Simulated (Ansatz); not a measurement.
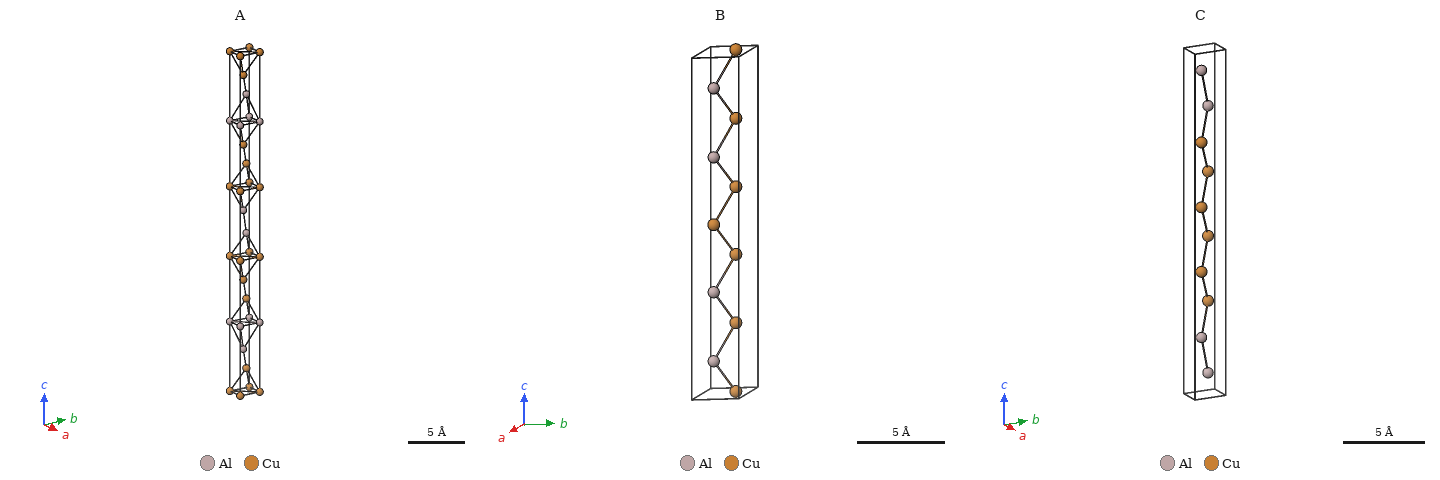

Three structures of Al2Cu3, each relaxed to rest (conventional cells in solid outline, small ones repeated, each panel with its own scale). Method: Ansatz 0.2.0, DFT PBE, scalar-relativistic, plane waves, PAW, without spin polarisation.

Give the type and space group of each panel.

A: 15 atoms a cell on a rhombohedral (trigonal R) lattice, R-3m; B: 10 atoms a cell on a primitive hexagonal lattice, P-6m2; C: 10 atoms a cell on a primitive hexagonal lattice, P-3m1.

Which of these is lowest in energy, and how far above it do the others lie?

B, then A (+68 meV/atom) and C (+126 meV/atom), energies at zero smearing.

Collect the results in a table.

| panel | structure | E − E(lowest) (meV/atom) | volume (Å³/atom) | gap (eV) |
| --- | --- | --- | --- | --- |
| B | P-6m2 | 0 | 13.3 | metal |
| A | R-3m | 68 | 13.6 | metal |
| C | P-3m1 | 126 | 13.7 | metal |

Some of these may be structure types tried for this composition rather than known phases, and the most stable form need not be among them. Gaps are taken on the k-mesh or band path of each run.
